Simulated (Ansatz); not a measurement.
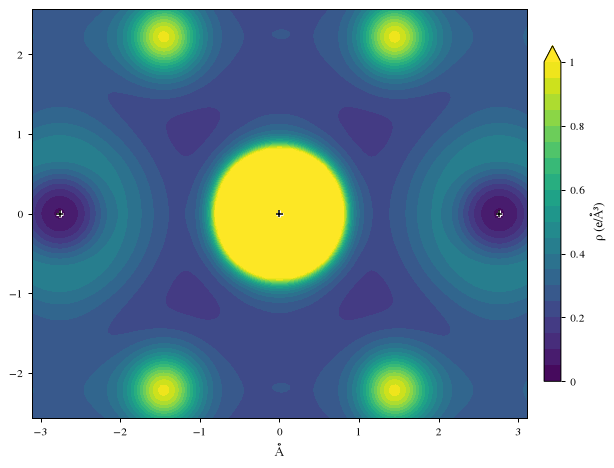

The valence pseudo-density on a plane through atoms (crosses mark nuclei in the plane).

Method: Ansatz 0.2.0, DFT LDA, scalar-relativistic, plane waves, PAW.

Candidates:
A. Ti3Si, a = 5.52 Å, b = 5.52 Å, c = 4.44 Å, α = 90.00°, β = 90.00°, γ = 120.00°. Space group P6₃/mmc; a structure from a database of computed crystals, not necessarily the ambient phase; computed without spin polarisation.
B. C, a = 2.49 Å, b = 2.49 Å, c = 30.76 Å, α = 90.00°, β = 90.00°, γ = 120.00°. Space group R-3m.

### Which candidate gave the map?

Candidate A: Ti3Si on the (100) plane of the conventional cell, which holds Ti and Si. Ti–Si (2.76 Å): ρ is about 0.25 e/Å³ halfway.
